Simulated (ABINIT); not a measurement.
**Geometry relaxation of KCl (part 3 of 3)**

KCl (2 atoms in the cell); Kohn-Sham DFT of a periodic cell, LDA, PseudoDojo NC SR LDA v0.4.1 standard, no spin polarisation (ABINIT 10.8.3); cutoff 979.61 eV, 5×5×5 k-mesh, fermi-dirac of 0.05 eV. The structure derives from a Materials Project entry.

**Log, continued**
```
 Cartesian coordinates (xcart) [bohr]
  0.00000000000000E+00  0.00000000000000E+00  0.00000000000000E+00
  3.43674063682631E+00  3.43674063682631E+00  3.43674063682631E+00
 Reduced coordinates (xred)
  0.00000000000000E+00  0.00000000000000E+00  0.00000000000000E+00
  5.00000000000000E-01  5.00000000000000E-01  5.00000000000000E-01
 Cartesian forces (fcart) [Ha/bohr]; max,rms= 0.00000E+00 0.00000E+00 (free atoms)
 -0.00000000000000E+00 -0.00000000000000E+00 -0.00000000000000E+00
 -0.00000000000000E+00 -0.00000000000000E+00 -0.00000000000000E+00
 Gradient of E wrt nuclear positions in reduced coordinates (gred)
  0.00000000000000E+00  0.00000000000000E+00  0.00000000000000E+00
  0.00000000000000E+00  0.00000000000000E+00  0.00000000000000E+00
 Scale of Primitive Cell (acell) [bohr]
  6.87348127365262E+00  6.87348127365262E+00  6.87348127365262E+00
 Real space primitive translations (rprimd) [bohr]
  6.87348127365262E+00  0.00000000000000E+00  0.00000000000000E+00
  0.00000000000000E+00  6.87348127365262E+00  0.00000000000000E+00
  0.00000000000000E+00  0.00000000000000E+00  6.87348127365262E+00
 Unitary Cell Volume (ucvol) [Bohr^3]=  3.24735868793633E+02
 Angles (23,13,12)= [degrees]
  9.00000000000000E+01  9.00000000000000E+01  9.00000000000000E+01
 Lengths [Bohr]
  6.87348127365262E+00  6.87348127365262E+00  6.87348127365262E+00
 Stress tensor in cartesian coordinates (strten) [Ha/bohr^3]
  1.32513234148667E-06  0.00000000000000E+00  0.00000000000000E+00
  0.00000000000000E+00  1.32513234148536E-06  0.00000000000000E+00
  0.00000000000000E+00  0.00000000000000E+00  1.32513234148406E-06
 Total energy (etotal) [Ha]= -4.64643523365063E+01

 Difference of energy with previous step (new-old):
           Absolute (Ha)=-3.68194E-05
           Relative     =-7.92423E-07

--- Iteration: ( 6/50) Internal Cycle: (1/1)
--------------------------------------------------------------------------------

---SELF-CONSISTENT-FIELD CONVERGENCE--------------------------------------------

--- !BeginCycle
iteration_state: {dtset: 1, itime: 6, icycle: 1, }
solver: {iscf: 7, nstep: 80, nline: 4, wfoptalg: 0, }
tolerances: {tolvrs: 1.00E-12, }
...

     iter   Etot(hartree)      deltaE(h)  residm     vres2
 ETOT  1  -46.464349111588    -4.646E+01 3.950E-06 3.770E-02
 ETOT  2  -46.464352442447    -3.331E-06 2.762E-07 1.846E-03
 ETOT  3  -46.464352610175    -1.677E-07 1.879E-07 2.051E-04
 ETOT  4  -46.464352626585    -1.641E-08 1.843E-07 1.235E-05
 ETOT  5  -46.464352627302    -7.164E-10 2.508E-07 2.291E-07
 ETOT  6  -46.464352627330    -2.829E-11 1.936E-07 7.339E-09
 ETOT  7  -46.464352627326     3.936E-12 2.121E-07 2.744E-11
 ETOT  8  -46.464352627328    -2.018E-12 1.658E-07 8.305E-14

 At SCF step    8       vres2   =  8.31E-14 < tolvrs=  1.00E-12 =>converged.

 Cartesian components of stress tensor (hartree/bohr^3)
  sigma(1 1)= -3.45387639E-08  sigma(3 2)=  0.00000000E+00
  sigma(2 2)= -3.45387639E-08  sigma(3 1)=  0.00000000E+00
  sigma(3 3)= -3.45387639E-08  sigma(2 1)=  0.00000000E+00

--- !ResultsGS
iteration_state: {dtset: 1, itime: 6, icycle: 1, }
comment   : Summary of ground state results
lattice_vectors:
- [  6.8703171,   0.0000000,   0.0000000, ]
- [  0.0000000,   6.8703171,   0.0000000, ]
- [  0.0000000,   0.0000000,   6.8703171, ]
lattice_lengths: [   6.87032,    6.87032,    6.87032, ]
lattice_angles: [ 90.000,  90.000,  90.000, ] # degrees, (23, 13, 12)
lattice_volume:   3.2428760E+02
convergence: {deltae: -2.018E-12, res2:  8.305E-14, residm:  1.658E-07, diffor: null, }
etotal    :  -4.64643526E+01
entropy   :   0.00000000E+00
fermie    :   1.43655036E-01
cartesian_stress_tensor: # hartree/bohr^3
- [ -3.45387639E-08,   0.00000000E+00,   0.00000000E+00, ]
- [  0.00000000E+00,  -3.45387639E-08,   0.00000000E+00, ]
- [  0.00000000E+00,   0.00000000E+00,  -3.45387639E-08, ]
pressure_GPa:   1.0162E-03
xred      :
- [  0.0000E+00,   0.0000E+00,   0.0000E+00,  K]
- [  5.0000E-01,   5.0000E-01,   5.0000E-01, Cl]
cartesian_forces: # hartree/bohr
- [ -0.00000000E+00,  -0.00000000E+00,  -0.00000000E+00, ]
- [ -0.00000000E+00,  -0.00000000E+00,  -0.00000000E+00, ]
force_length_stats: {min:   0.00000000E+00, max:   0.00000000E+00, mean:   0.00000000E+00, }
...

 Integrated electronic density in atomic spheres:
 ------------------------------------------------
 Atom  Sphere_radius  Integrated_density
    1        2.00000          6.91764970
    2        2.00000          5.07148840

---OUTPUT-----------------------------------------------------------------------

 Cartesian coordinates (xcart) [bohr]
  0.00000000000000E+00  0.00000000000000E+00  0.00000000000000E+00
  3.43515854959494E+00  3.43515854959494E+00  3.43515854959494E+00
 Reduced coordinates (xred)
  0.00000000000000E+00  0.00000000000000E+00  0.00000000000000E+00
  5.00000000000000E-01  5.00000000000000E-01  5.00000000000000E-01
 Cartesian forces (fcart) [Ha/bohr]; max,rms= 0.00000E+00 0.00000E+00 (free atoms)
 -0.00000000000000E+00 -0.00000000000000E+00 -0.00000000000000E+00
 -0.00000000000000E+00 -0.00000000000000E+00 -0.00000000000000E+00
 Gradient of E wrt nuclear positions in reduced coordinates (gred)
  0.00000000000000E+00  0.00000000000000E+00  0.00000000000000E+00
  0.00000000000000E+00  0.00000000000000E+00  0.00000000000000E+00
 Scale of Primitive Cell (acell) [bohr]
  6.87031709918989E+00  6.87031709918989E+00  6.87031709918989E+00
 Real space primitive translations (rprimd) [bohr]
  6.87031709918989E+00  0.00000000000000E+00  0.00000000000000E+00
  0.00000000000000E+00  6.87031709918989E+00  0.00000000000000E+00
  0.00000000000000E+00  0.00000000000000E+00  6.87031709918989E+00
 Unitary Cell Volume (ucvol) [Bohr^3]=  3.24287603368672E+02
 Angles (23,13,12)= [degrees]
  9.00000000000000E+01  9.00000000000000E+01  9.00000000000000E+01
 Lengths [Bohr]
  6.87031709918989E+00  6.87031709918989E+00  6.87031709918989E+00
 Stress tensor in cartesian coordinates (strten) [Ha/bohr^3]
 -3.45387638732431E-08  0.00000000000000E+00  0.00000000000000E+00
  0.00000000000000E+00 -3.45387638758451E-08  0.00000000000000E+00
  0.00000000000000E+00  0.00000000000000E+00 -3.45387638771462E-08
 Total energy (etotal) [Ha]= -4.64643526273280E+01

 Difference of energy with previous step (new-old):
           Absolute (Ha)=-2.90822E-07
           Relative     =-6.25903E-09

 At Broyd/MD step   6, gradients are converged :
  max grad (force/stress) = 3.4539E-06 < tolmxf= 2.0000E-05 ha/bohr (free atoms)

================================================================================

 ----iterations are completed or convergence reached----

 Mean square residual over all n,k,spin=   13.867E-10; max=  16.580E-08
 reduced coordinates (array xred) for    2 atoms
       0.000000000000      0.000000000000      0.000000000000
       0.500000000000      0.500000000000      0.500000000000
 rms dE/dt=  0.0000E+00; max dE/dt=  0.0000E+00; dE/dt below (all hartree)
    1       0.000000000000      0.000000000000      0.000000000000
    2       0.000000000000      0.000000000000      0.000000000000

 cartesian coordinates (angstrom) at end:
    1      0.00000000000000     0.00000000000000     0.00000000000000
    2      1.81780761905103     1.81780761905103     1.81780761905103

 cartesian forces (hartree/bohr) at end:
    1     -0.00000000000000    -0.00000000000000    -0.00000000000000
    2     -0.00000000000000    -0.00000000000000    -0.00000000000000
 frms,max,avg= 0.0000000E+00 0.0000000E+00   0.000E+00  0.000E+00  0.000E+00 h/b

 cartesian forces (eV/Angstrom) at end:
    1     -0.00000000000000    -0.00000000000000    -0.00000000000000
    2     -0.00000000000000    -0.00000000000000    -0.00000000000000
 frms,max,avg= 0.0000000E+00 0.0000000E+00   0.000E+00  0.000E+00  0.000E+00 e/A
 length scales=  6.870317099190  6.870317099190  6.870317099190 bohr
              =  3.635615238102  3.635615238102  3.635615238102 angstroms
 Fermi (or HOMO) energy (hartree) =   0.14366   Average Vxc (hartree)=  -0.34852
 Eigenvalues (hartree) for nkpt=  10  k points:
 kpt#   1, nband= 12, wtk=  0.00800, kpt=  0.0000  0.0000  0.0000 (reduced coord)
  -0.93992   -0.40156   -0.33490   -0.33490   -0.33490    0.06210    0.06210    0.06210
   0.25915    0.29232    0.29232    0.46810
      occupation numbers for kpt#   1
   2.00000    2.00000    2.00000    2.00000    2.00000    2.00000    2.00000    2.00000
   0.00000    0.00000    0.00000    0.00000
 prteigrs : prtvol=0 or 1, do not print more k-points.

--- !EnergyTerms
iteration_state     : {dtset: 1, itime: 6, icycle: 1, }
comment             : Components of total free energy in Hartree
kinetic             :  1.58988852327956E+01
hartree             :  7.76376949909912E+00
xc                  : -1.07390895930376E+01
Ewald energy        : -3.41973010686376E+01
psp_core            :  8.43818070369330E-01
local_psp           : -3.25885071488613E+01
non_local_psp       :  6.55407238094446E+00
internal            : -4.64643526273279E+01
'-kT*entropy'       :  1.25327081198538E-15
total_energy        : -4.64643526273279E+01
total_energy_eV     : -1.26435944601168E+03
band_energy         : -4.50251490059042E+00
...

 Cartesian components of stress tensor (hartree/bohr^3)
  sigma(1 1)= -3.45387639E-08  sigma(3 2)=  0.00000000E+00
  sigma(2 2)= -3.45387639E-08  sigma(3 1)=  0.00000000E+00
  sigma(3 3)= -3.45387639E-08  sigma(2 1)=  0.00000000E+00

-Cartesian components of stress tensor (GPa)         [Pressure=  1.0162E-03 GPa]
- sigma(1 1)= -1.01616552E-03  sigma(3 2)=  0.00000000E+00
- sigma(2 2)= -1.01616552E-03  sigma(3 1)=  0.00000000E+00
- sigma(3 3)= -1.01616552E-03  sigma(2 1)=  0.00000000E+00

== END DATASET(S) ==============================================================
================================================================================

 -outvars: echo values of variables after computation  --------
            acell      6.8703170992E+00  6.8703170992E+00  6.8703170992E+00 Bohr
           etotal     -4.6464352627E+01
            fcart     -0.0000000000E+00 -0.0000000000E+00 -0.0000000000E+00
                      -0.0000000000E+00 -0.0000000000E+00 -0.0000000000E+00
           strten     -3.4538763873E-08 -3.4538763876E-08 -3.4538763877E-08
                       0.0000000000E+00  0.0000000000E+00  0.0000000000E+00
           xangst      0.0000000000E+00  0.0000000000E+00  0.0000000000E+00
                       1.8178076191E+00  1.8178076191E+00  1.8178076191E+00
             xred      0.0000000000E+00  0.0000000000E+00  0.0000000000E+00
                       5.0000000000E-01  5.0000000000E-01  5.0000000000E-01
 Calculation completed.
```

**Trajectory as extended XYZ (Å, eV, eV/Å), 6 frames, from step=0 to step=5**
```
2
Lattice="3.8392 0.0000 0.0000 0.0000 3.8392 0.0000 0.0000 0.0000 3.8392" Properties=species:S:1:pos:R:3:forces:R:3 step=0 energy=-1264.26045
K     0.0000    0.0000    0.0000    0.0000   0.0000   0.0000
Cl    1.9196    1.9196    1.9196    0.0000   0.0000   0.0000
2
Lattice="3.8268 0.0000 0.0000 0.0000 3.8268 0.0000 0.0000 0.0000 3.8268" Properties=species:S:1:pos:R:3:forces:R:3 step=1 energy=-1264.27100
K     0.0000    0.0000    0.0000    0.0000   0.0000   0.0000
Cl    1.9134    1.9134    1.9134    0.0000   0.0000   0.0000
2
Lattice="3.5678 0.0000 0.0000 0.0000 3.5678 0.0000 0.0000 0.0000 3.5678" Properties=species:S:1:pos:R:3:forces:R:3 step=2 energy=-1264.34478
K     0.0000    0.0000    0.0000    0.0000   0.0000   0.0000
Cl    1.7839    1.7839    1.7839    0.0000   0.0000   0.0000
2
Lattice="3.6543 0.0000 0.0000 0.0000 3.6543 0.0000 0.0000 0.0000 3.6543" Properties=species:S:1:pos:R:3:forces:R:3 step=3 energy=-1264.35844
K     0.0000    0.0000    0.0000    0.0000   0.0000   0.0000
Cl    1.8271    1.8271    1.8271    0.0000   0.0000   0.0000
2
Lattice="3.6373 0.0000 0.0000 0.0000 3.6373 0.0000 0.0000 0.0000 3.6373" Properties=species:S:1:pos:R:3:forces:R:3 step=4 energy=-1264.35944
K     0.0000    0.0000    0.0000    0.0000   0.0000   0.0000
Cl    1.8186    1.8186    1.8186    0.0000   0.0000   0.0000
2
Lattice="3.6356 0.0000 0.0000 0.0000 3.6356 0.0000 0.0000 0.0000 3.6356" Properties=species:S:1:pos:R:3:forces:R:3 step=5 energy=-1264.35945
K     0.0000    0.0000    0.0000    0.0000   0.0000   0.0000
Cl    1.8178    1.8178    1.8178    0.0000   0.0000   0.0000
```

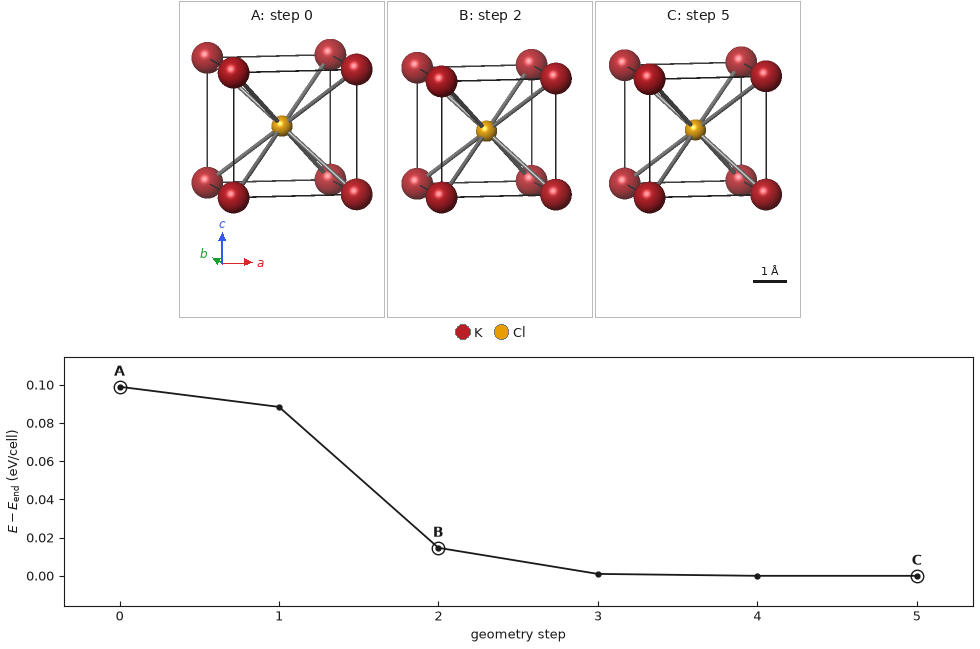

Fig. 1: Frames of the relaxation (ball-and-stick view of the cell of the calculation, seen slightly off an axis) above the curves, on which the letters mark them (steps are counted from 0).

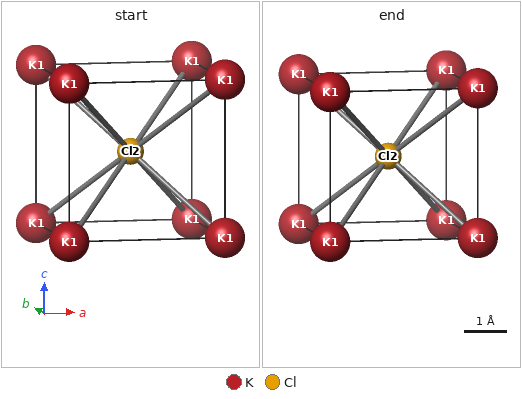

Fig. 2: Before (left) and after (right) the relaxation, at one scale (ball-and-stick view of the cell of the calculation, seen slightly off an axis). The atoms keep their places relative to the cell (all moves are under 0.005 Å). The drawn cell changes as follows: a = b = c 3.839 → 3.636 Å (−5.3 %); the volume changes by −15.1 %. Among the contacts that change: K1–Cl2 3.325 → 3.149 Å. The space group stays Pm-3m (No. 221). Over 5 geometry steps the energy falls by 99.0 meV per cell of the calculation. All forces vanish by symmetry, so only the cell relaxes. (Atoms are counted from 1 in the order of the input.)

The run was set up as follows.

**Input**
```
# Pseudopotentials
pp_dirpath "./"
pseudos "K.upf, Cl.upf"

# Structure
acell 3.839196 3.839196 3.839196 Angstrom
rprim
     1.0000000000     0.0000000000     0.0000000000
     0.0000000000     1.0000000000     0.0000000000
     0.0000000000     0.0000000000     1.0000000000
ntypat 2
znucl 19 17
natom 2
typat 1 2
chkprim 0
chksymtnons 0
tolsym 1.0e-6
xred
            0.0            0.0            0.0
            1/2            1/2            1/2

# Plane-wave basis
ecut 36.0
ecutsm 0.5

# k points
kptopt 1
ngkpt 5 5 5
nshiftk 1
shiftk 0.0 0.0 0.0

# Exchange and correlation
ixc 7

# Bands and occupations
nband 12
occopt 3
tsmear 0.05 eV

# SCF cycle
nstep 80
tolvrs 1.0e-12

# Output
iomode 3
prteig 0
prtebands 0
prtwf 0
prtden 0

# Relaxation
ionmov 2
optcell 2
ntime 50
tolmxf 2.0e-5
dilatmx 1.08
```

Launch command:
```bash
abinit run.abi > log 2>&1
```

**Key numbers**

- outcome: converged
- space group (tolerance 0.01 Å): Pm-3m (221)
- electrons treated: 16
- free energy: −1264.3594 eV
- Fermi energy: 3.909 eV
- gap on the k-point mesh: 5.18 eV
- pressure: 0.00 GPa
- final volume: 48.05 Å³
- largest force (length of the vector) at the end: under 0.001 eV/Å
- final cell: a = 3.636 Å, b = 3.636 Å, c = 3.636 Å, α = 90.00°, β = 90.00°, γ = 90.00°
- hardware: 1 thread of Arm Neoverse V1, 24 GiB of memory available, shared host
- wall time: 94 s
- peak memory: 0.09 GiB
